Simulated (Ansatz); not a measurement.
```
CELL_PARAMETERS angstrom
-3.72669 7.45339 -5.22368
3.72669 -7.45339 -5.22368
-7.45339 -3.72669 5.22368
ATOMIC_POSITIONS crystal
Na 0.69592 0.89840 0.60207
Na 0.84859 0.94959 0.29818
Na 0.10615 0.70408 0.80248
Na 0.25141 0.75041 0.50182
Na 0.40408 0.80160 0.19793
Na 0.64959 0.55141 0.70100
Na 0.80000 0.60000 0.40000
Na 0.95364 0.64700 0.10064
Na 0.05000 0.35000 0.90000
Na 0.20367 0.40615 0.60207
Na 0.34700 0.44636 0.29336
Na 0.50160 0.50367 0.99752
Na 0.59840 0.19633 0.80248
Na 0.75300 0.25364 0.50664
Na 0.89633 0.29385 0.19793
Na 0.14636 0.05300 0.69936
Na 0.30000 0.10000 0.40000
Na 0.45041 0.14859 0.09900
Na 0.99385 0.99592 0.99752
```

Computed without spin polarisation.

All numbers below come from DFT PBEsol, scalar-relativistic, plane waves, PAW (Ansatz).

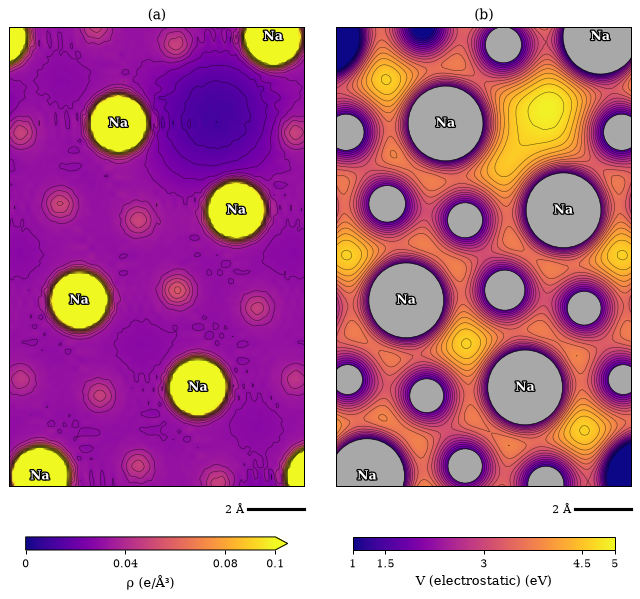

Na (cell with a defect). (a) valence electron density; (b) electrostatic potential energy of an electron on the (011) plane of the calculation cell. Grey discs cover the atomic cores in the potential map.

Core electrons are frozen (PAW), and the valence fields are smoothed inside the atomic spheres.

**What do the fields say about this system?**

The plane passes through Na nuclei. Between the atoms the lowest density in this plane is 0.01 e/Å³. Outside the cores the potential energy rises away from the atoms and is highest about 2.7 Å from the nearest atoms; its zero is arbitrary.

**Metal or insulator at this level of theory?**

It is gapless in this calculation (a metal or semimetal).
